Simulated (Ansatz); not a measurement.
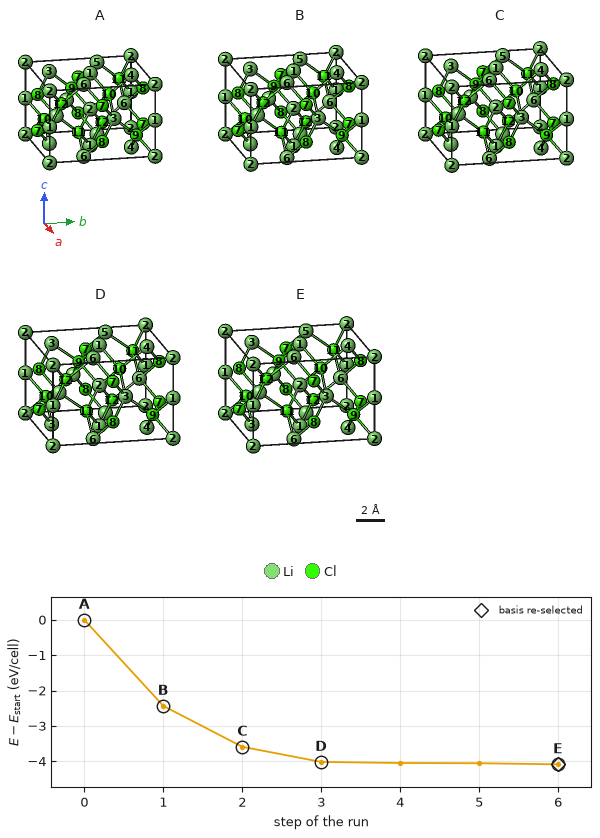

Frames of a relaxation of crystalline LiCl (a generated structure, set up in I-4c2) (coarse preliminary run), marked on the history of the run. Style: ball-and-stick. Shown: the conventional cell (2 times the calculation's cell), slightly off an axis. Lengths and directions refer to the drawn axes.

Theory: DFT PBE, scalar-relativistic, plane waves, PAW in Ansatz 0.2.0.

Input file:
```yaml
crystal:
  lattice:
    - [-3.98744689, 3.98744689, 2.75566582]
    - [3.98744689, -3.98744689, 2.75566582]
    - [3.98744689, 3.98744689, -2.75566582]
  atoms:
    - { symbol: Li, position: [0.5, 0.5, 0.0] }
    - { symbol: Li, position: [0.0, 0.0, 0.0] }
    - { symbol: Li, position: [0.85566796, 0.35566796, 0.21133591] }
    - { symbol: Li, position: [0.14433204, 0.64433204, 0.78866409] }
    - { symbol: Li, position: [0.35566796, 0.14433204, 0.5] }
    - { symbol: Li, position: [0.64433204, 0.85566796, 0.5] }
    - { symbol: Cl, position: [0.75, 0.25, 0.5] }
    - { symbol: Cl, position: [0.25, 0.75, 0.5] }
    - { symbol: Cl, position: [0.89433204, 0.60566796, 0.0] }
    - { symbol: Cl, position: [0.60566796, 0.89433204, 0.0] }
    - { symbol: Cl, position: [0.39433204, 0.39433204, 0.28866409] }
    - { symbol: Cl, position: [0.10566796, 0.10566796, 0.71133591] }
basis:
  ecutwfc: 420
kpoints:
  mp_grid: { grid: [4, 4, 4] }
hamiltonian:
  xc: pbe
scf:
  occupations: { method: gaussian, width: 0.1 }
  lower_state_search: "off"
output:
  forces: true
  stress: true
  eigenvalues: true
relax:
  adjacent_minimum: "off"
  f_tol: 0.04
  max_steps: 70
  cell: { stress_tol: 0.4 }
```

Run as
```bash
ansatz run input.yaml --threads 1 --pin off --max-ram 2560MiB --backend cpu --events-out ev --progress --plain --runs-dir out
```

> Describe the path.

After 5 accepted moves (6 points after the start) the energy has fallen by 4.086 eV per cell of the calculation. Largest force component: 0.073 eV/Å at the start, 0.0028 eV/Å at the end. The pressure goes from 21.15 to 0.20 GPa. The SCF was repeated once at an unchanged geometry on a basis and grid sized afresh for the cell, which shifted the energy by 31.4 meV per cell of the calculation at most. The largest moves relative to the cell, 0.13 Å, are those of Li3, Li4, Li5 and Li6. Li3 goes along [1 −1 0]. Largest moves by element: Li 0.13 Å, Cl 0.06 Å. The volume changes by +50.3 %, with a = b 7.975 → 9.164 Å (+14.9 %), c 5.511 → 6.274 Å (+13.8 %). Near-neighbour distances that change, for instance: Li3–Cl10 2.177 → 2.598 Å, Cl7–Cl8 2.756 → 3.137 Å, Li1–Cl10 2.133 → 2.396 Å, Li3–Cl7 2.133 → 2.343 Å. Among the angles between lasting bonds that change: Cl11–Li6–Cl12 113.6° → 109.5°, Cl7–Li6–Cl8 80.5° → 84.1°, Li3–Cl7–Li4 99.5° → 95.9°. The space group stays I-4c2 (No. 120). From step 0 to 1: Li atoms move most (0.03 Å), volume +14.7 %, energy −2.433 eV per cell of the calculation. From step 1 to 2: Li atoms move most (0.03 Å), volume +12.4 %, energy −1.156 eV per cell of the calculation. From step 2 to 3: Li atoms move most (0.07 Å), volume +12.6 %, energy −0.429 eV per cell of the calculation. From step 3 to 6: Cl atoms move most (0.02 Å), volume +3.5 %, energy −68.3 meV per cell of the calculation.
